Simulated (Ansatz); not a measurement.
Given this structure:

```
P
1.0
    -3.28437    0.00000    0.00000
     0.00000    0.00000   -4.43691
     0.00000  -69.74949    0.00000
P
8
Direct
  0.00000 0.41738 0.76516
  0.00000 0.41062 0.26516
  0.00000 0.58938 0.23484
  0.00000 0.58262 0.73485
  0.50000 0.92414 0.23485
  0.50000 0.91738 0.73485
  0.50000 0.08262 0.76516
  0.50000 0.07586 0.26515
```

> Describe what this structure looks like.

The element is phosphorus. The cell holds eight atoms. About every P there are three P in a trigonal pyramidal arrangement at 2.21 to 2.26 Å. The bonds build P layers parallel to (001).

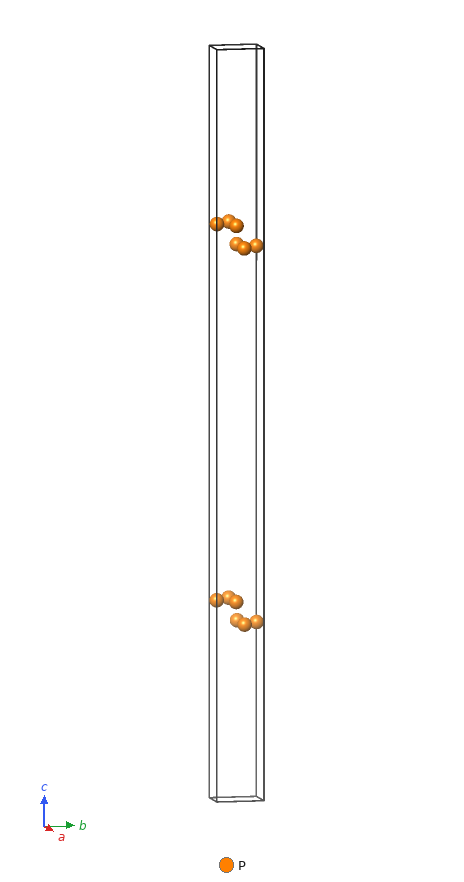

Shown here is a spheres-only view of the crystal, taken slightly off an axis. Thin lines show the simulation cell, with boundary atoms drawn in all their periodic places.

Starting structure: a structure listed in the Materials Project. The cell was then strained or its atoms displaced on purpose. An electronic-structure calculation with Ansatz was run on it.
